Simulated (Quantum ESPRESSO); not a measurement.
# HfC: band-structure run (part 2 of 2)

Continued. System: HfC (2 atoms in the cell). Method: Kohn-Sham DFT of a periodic cell, PBE, PseudoDojo 0.4.1 SR PBE standard, no spin polarisation (Quantum ESPRESSO 7.5); cutoff 1115.67 eV, 10×10×10 k-mesh, fermi-dirac of 0.05 eV. The structure derives from an entry of the Crystallography Open Database.

Geometry of the input (Å; fractional positions):
```
0.0000  2.3250  2.3250
2.3250  0.0000  2.3250
2.3250  2.3250  0.0000
Hf 0.5000  0.5000  0.5000
C  0.0000  0.0000  0.0000
```

### Log, continued
```
     iteration # 11     ecut=    82.00 Ry     beta= 0.50
     Davidson diagonalization with overlap
     ethr =  3.51E-12,  avg # of iterations =  2.3

     End of self-consistent calculation

          k = 0.0000 0.0000 0.0000 (  2109 PWs)   bands (ev):

   -45.6803 -14.1182 -14.1182 -14.1182   3.1083  16.4356  16.4356  16.4356
    16.8226  16.8226  16.8226  18.8212  18.8212  22.2161

          k = 0.0707 0.0707-0.0707 (  2106 PWs)   bands (ev):

   -45.6765 -14.1871 -14.1248 -14.1248   3.3574  15.0633  15.4440  15.4440
    17.2317  17.2317  17.5947  19.9196  19.9196  22.7644

          k = 0.1414 0.1414-0.1414 (  2127 PWs)   bands (ev):

   -45.6664 -14.3629 -14.1421 -14.1421   4.0547  13.2775  14.1984  14.1984
    17.9753  17.9753  18.1365  21.9027  21.9027  23.9120

          k = 0.2121 0.2121-0.2121 (  2121 PWs)   bands (ev):

   -45.6540 -14.5719 -14.1633 -14.1633   5.0679  11.5480  13.2294  13.2294
    18.8140  19.0513  19.0513  24.0048  24.0048  24.5454

          k = 0.2828 0.2828-0.2828 (  2117 PWs)   bands (ev):

   -45.6439 -14.7348 -14.1803 -14.1803   6.1894  10.0537  12.6279  12.6279
    19.9220  20.1902  20.1902  23.4983  25.8468  25.8468

          k =-0.3536-0.3536 0.3536 (  2120 PWs)   bands (ev):

   -45.6400 -14.7958 -14.1868 -14.1868   6.8566   9.2747  12.4247  12.4247
    20.7462  20.7462  21.1991  21.9859  26.8084  26.8084

          k = 0.1414-0.0000 0.0000 (  2121 PWs)   bands (ev):

   -45.6752 -14.1826 -14.1406 -14.1406   3.4323  14.4961  15.5833  15.5833
    16.3690  18.1491  18.1491  18.9746  20.4906  23.1538

          k = 0.2121 0.0707-0.0707 (  2122 PWs)   bands (ev):

   -45.6672 -14.3129 -14.1653 -14.1525   3.9538  13.1996  14.5133  14.8427
    16.6456  18.6124  18.8509  20.3290  21.7659  24.4303

          k = 0.2828 0.1414-0.1414 (  2124 PWs)   bands (ev):

   -45.6556 -14.5045 -14.1893 -14.1734   4.8117  11.8610  13.3871  13.8653
    17.3604  19.4793  19.5785  22.2853  23.4294  25.5464

          k = 0.3536 0.2121-0.2121 (  2121 PWs)   bands (ev):

   -45.6447 -14.6759 -14.2035 -14.2019   5.8187  10.5637  12.7119  13.0808
    18.3563  20.4846  20.5716  23.9201  24.2127  26.2293

          k =-0.2828-0.4243 0.4243 (  2116 PWs)   bands (ev):

   -45.6387 -14.7664 -14.2267 -14.2027   6.6128   9.6383  12.4851  12.6260
    19.6139  20.8500  21.1610  23.0326  25.9404  26.7010

          k =-0.2121-0.3536 0.3536 (  2125 PWs)   bands (ev):

   -45.6400 -14.7465 -14.2378 -14.1872   6.4488   9.8223  12.5464  12.6492
    19.9225  20.1473  20.9513  23.4247  25.2608  26.7984

          k =-0.1414-0.2828 0.2828 (  2120 PWs)   bands (ev):

   -45.6480 -14.6236 -14.2300 -14.1627   5.5221  10.9572  12.8522  13.1479
    18.9710  19.0118  20.5656  23.1473  24.6625  25.7397

          k =-0.0707-0.2121 0.2121 (  2120 PWs)   bands (ev):

   -45.6597 -14.4415 -14.2042 -14.1386   4.5240  12.4298  13.5261  13.9024
    17.9060  18.5114  19.4288  21.2924  23.8262  24.6621

          k = 0.0000-0.1414 0.1414 (  2115 PWs)   bands (ev):

   -45.6706 -14.2729 -14.1643 -14.1241   3.7478  13.9631  14.4953  14.7822
    17.2339  18.1511  18.3062  19.9322  21.7548  23.6117

          k = 0.2828-0.0000 0.0000 (  2117 PWs)   bands (ev):

   -45.6618 -14.3428 -14.1990 -14.1990   4.2245  12.4283  15.0786  15.0786
    15.4110  19.4000  19.9121  19.9121  21.7320  25.7860

          k = 0.3536 0.0707-0.0707 (  2119 PWs)   bands (ev):

   -45.6522 -14.4728 -14.2304 -14.2292   4.7792  11.7244  13.9953  14.6060
    15.9559  19.9347  20.6085  21.1828  22.7380  26.8769

          k = 0.4243 0.1414-0.1414 (  2112 PWs)   bands (ev):

   -45.6421 -14.6116 -14.2715 -14.2475   5.4664  11.1308  13.0583  13.8427
    16.8093  20.8848  21.2542  22.6424  23.8563  27.0491

          k =-0.2121-0.4950 0.4950 (  2123 PWs)   bands (ev):

   -45.6354 -14.6963 -14.3215 -14.2440   6.0834  10.5532  12.6452  13.1982
    17.9587  21.1423  21.3692  24.1687  24.3778  26.7306

          k =-0.1414-0.4243 0.4243 (  2127 PWs)   bands (ev):

   -45.6346 -14.7004 -14.3572 -14.2213   6.3369  10.2398  12.6589  12.8238
    19.4141  20.4011  20.6179  24.0072  25.6637  26.1650

          k =-0.0707-0.3536 0.3536 (  2121 PWs)   bands (ev):

   -45.6400 -14.6327 -14.3543 -14.1877   5.9828  10.5676  12.7641  12.9096
    19.3111  19.8768  20.8515  22.5501  25.0885  26.7858

          k = 0.0000-0.2828 0.2828 (  2133 PWs)   bands (ev):

   -45.6496 -14.5341 -14.2964 -14.1561   5.2487  11.4173  13.0141  13.3431
    18.3928  19.4640  20.5908  21.3782  24.9974  25.6828

          k = 0.4243 0.0000-0.0000 (  2117 PWs)   bands (ev):

   -45.6452 -14.5256 -14.2708 -14.2708   4.9215  11.6167  14.4907  15.0171
    15.0171  19.9843  21.4411  21.4411  22.7921  27.7337

          k = 0.4950 0.0707-0.0707 (  2119 PWs)   bands (ev):

   -45.6372 -14.6098 -14.3159 -14.2952   5.1861  11.6941  13.6233  14.7095
    15.6425  20.7989  21.8182  21.9466  23.6874  27.0125

          k =-0.1414-0.5657 0.5657 (  2130 PWs)   bands (ev):

   -45.6312 -14.6507 -14.3919 -14.2946   5.5356  11.7151  12.9008  14.0359
    16.5265  21.5416  21.7307  22.7593  24.6151  25.8492

          k =-0.0707-0.4950 0.4950 (  2139 PWs)   bands (ev):

   -45.6296 -14.6236 -14.4795 -14.2692   5.9061  11.2636  12.6759  13.3981
    17.7624  20.9172  21.2725  23.7502  24.6183  26.8402

          k =-0.0000-0.4243 0.4243 (  2135 PWs)   bands (ev):

   -45.6330 -14.6014 -14.4811 -14.2285   6.1315  10.6988  12.7203  12.9549
    19.3882  20.0255  20.7859  22.6710  26.2770  26.8225

          k = 0.5657-0.0000 0.0000 (  2112 PWs)   bands (ev):

   -45.6317 -14.6625 -14.3285 -14.3285   5.0555  12.2084  13.8722  15.2027
    15.2027  20.5193  22.1132  22.1132  23.8722  25.5772

          k =-0.0707-0.6364 0.6364 (  2125 PWs)   bands (ev):

   -45.6279 -14.6856 -14.3725 -14.3351   5.1398  12.5786  13.3589  14.9053
    15.5953  21.2979  22.0354  22.0637  24.4490  24.7069

          k = 0.0000-0.5657 0.5657 (  2139 PWs)   bands (ev):

   -45.6271 -14.6461 -14.4560 -14.3126   5.4468  12.4263  12.7177  14.1604
    16.4029  21.5455  21.8039  22.8576  23.8901  25.8837

          k =-0.7071 0.0000 0.0000 (  2100 PWs)   bands (ev):

   -45.6266 -14.7125 -14.3504 -14.3504   4.9965  12.8163  13.6572  15.3255
    15.3255  20.7425  22.1748  22.1748  23.8555  24.7288

          k = 0.2828 0.1414 0.0000 (  2108 PWs)   bands (ev):

   -45.6584 -14.4205 -14.2261 -14.1631   4.5224  12.2126  14.0385  14.0627
    16.8533  19.6090  19.6554  20.6557  23.0235  25.6843

          k = 0.3536 0.2121-0.0707 (  2123 PWs)   bands (ev):

   -45.6476 -14.5642 -14.2771 -14.1850   5.3103  11.2619  13.1355  13.4938
    17.5501  20.0946  20.7856  21.9540  24.2586  26.4216

          k =-0.2828-0.4243 0.5657 (  2126 PWs)   bands (ev):

   -45.6387 -14.6832 -14.3028 -14.2119   6.0763  10.4258  12.6795  13.0117
    18.4947  20.6991  21.0682  23.5626  24.5092  26.8952

          k =-0.2121-0.3536 0.4950 (  2124 PWs)   bands (ev):

   -45.6354 -14.7286 -14.3094 -14.2246   6.4303  10.0493  12.6007  12.7815
    19.5292  20.0046  21.2881  24.0500  25.5583  26.1406

          k = 0.4243 0.1414-0.0000 (  2114 PWs)   bands (ev):

   -45.6434 -14.5590 -14.3019 -14.2436   5.1974  11.4312  13.6090  14.0355
    16.3801  20.6918  21.2748  21.6121  23.6334  27.4564

          k =-0.2121-0.4950 0.6364 (  2128 PWs)   bands (ev):

   -45.6354 -14.6301 -14.3623 -14.2682   5.6483  11.2662  12.9679  13.5452
    17.1913  21.1798  21.5644  22.3909  24.6334  27.1202

          k =-0.1414-0.4243 0.5657 (  2137 PWs)   bands (ev):

   -45.6312 -14.6551 -14.4141 -14.2734   5.9973  11.0060  12.6897  13.1963
    18.2318  20.2710  21.6644  23.9558  24.4639  26.8838

          k =-0.0707-0.3536 0.4950 (  2142 PWs)   bands (ev):

   -45.6325 -14.6350 -14.4350 -14.2496   6.0910  10.7916  12.7241  12.9905
    19.2175  19.6362  21.3381  23.1130  25.4107  27.1054

          k = 0.0000-0.2828 0.4243 (  2121 PWs)   bands (ev):

   -45.6388 -14.6035 -14.3825 -14.2131   5.8233  10.8743  12.9785  12.9830
    18.3160  20.9005  20.9010  21.9704  25.0565  27.0898

          k =-0.1414-0.5657 0.7071 (  2129 PWs)   bands (ev):

   -45.6312 -14.6491 -14.3627 -14.3221   5.2991  12.0593  13.3241  14.1693
    16.2518  21.3561  21.7564  22.0704  24.5643  25.6399

          k =-0.0707-0.4950 0.6364 (  2133 PWs)   bands (ev):

   -45.6279 -14.6349 -14.4400 -14.3270   5.5405  12.2133  12.8188  13.6150
    17.0634  20.9796  22.0249  22.5426  24.2059  26.4221

          k = 0.0000-0.4243 0.5657 (  2132 PWs)   bands (ev):

   -45.6283 -14.5598 -14.5416 -14.2960   5.8526  11.5674  12.6792  13.2706
    18.1321  20.1297  21.8171  23.1968  24.2127  27.8917

          k =-0.7071 0.1414 0.0000 (  2134 PWs)   bands (ev):

   -45.6266 -14.6788 -14.3859 -14.3549   5.2255  12.7607  13.2186  14.1399
    16.2701  21.6079  21.6367  22.1796  24.1204  25.3091

          k =-0.1414-0.4243 0.7071 (  2148 PWs)   bands (ev):

   -45.6299 -14.6086 -14.4516 -14.3064   5.7863  11.5813  12.8339  13.1380
    18.1248  20.2055  21.9556  22.4312  24.7414  27.4171

          k =-0.0707-0.3536 0.6364 (  2142 PWs)   bands (ev):

   -45.6279 -14.5774 -14.5018 -14.3281   5.8370  11.7572  12.7092  13.0499
    19.0709  19.1080  22.0383  23.0655  23.8600  28.6147

          k =-0.7071 0.2828 0.0000 (  2154 PWs)   bands (ev):

   -45.6266 -14.5896 -14.4778 -14.3621   5.6595  12.6569  12.6899  12.7985
    18.0906  20.0908  22.1875  22.3807  23.7811  27.8783

     the Fermi energy is    15.4587 ev

!    total energy              =    -125.01149996 Ry
     estimated scf accuracy    <          2.6E-11 Ry
     smearing contrib. (-TS)   =      -0.00020580 Ry
     internal energy E=F+TS    =    -125.01129416 Ry

     The total energy is F=E-TS. E is the sum of the following terms:
     one-electron contribution =      -9.89712091 Ry
     hartree contribution      =      13.14479896 Ry
     xc contribution           =     -32.87138993 Ry
     ewald contribution        =     -95.38758228 Ry

     convergence has been achieved in  11 iterations

     Forces acting on atoms (cartesian axes, Ry/au):

     atom    1 type  1   force =     0.00000000    0.00000000    0.00000000
     atom    2 type  2   force =    -0.00000000    0.00000000    0.00000000

     Total force =     0.000000     Total SCF correction =     0.000000

     Computing stress (Cartesian axis) and pressure

          total   stress  (Ry/bohr**3)                   (kbar)     P=        3.95
   0.00002687   0.00000000   0.00000000            3.95        0.00        0.00
   0.00000000   0.00002687   0.00000000            0.00        3.95        0.00
  -0.00000000   0.00000000   0.00002687           -0.00        0.00        3.95

=------------------------------------------------------------------------------=
   JOB DONE.
=------------------------------------------------------------------------------=
```

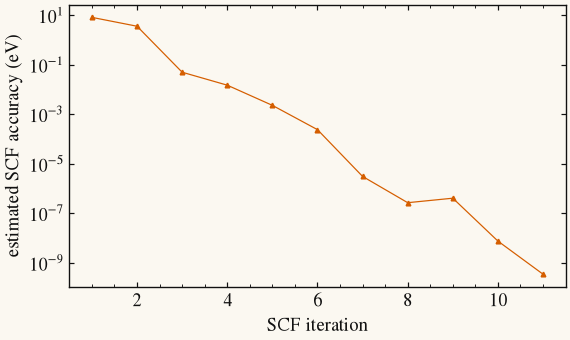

**Figure 1.** Convergence of the self-consistent field: estimated SCF accuracy against the iteration. The field takes 11 iterations in all.

### Summary

```json
{"quantity": "outcome", "value": "converged"}
{"quantity": "space group (tolerance 0.01 Å)", "value": "Fm-3m (225)"}
{"quantity": "electrons treated", "value": "16"}
{"quantity": "free energy", "value": "−1700.8681 eV"}
{"quantity": "Fermi energy", "value": "15.459 eV"}
{"quantity": "gap on the k-point mesh", "value": "none (metallic)"}
{"quantity": "pressure", "value": "0.40 GPa"}
{"quantity": "largest force (length of the vector)", "value": "under 0.001 eV/Å"}
{"quantity": "hardware", "value": "1 thread of Arm Neoverse V2, 24 GiB of memory available, shared host"}
{"quantity": "wall time", "value": "37 s"}
{"quantity": "peak memory", "value": "0.09 GiB"}
```

Spin–orbit coupling is left out, which matters for Hf.
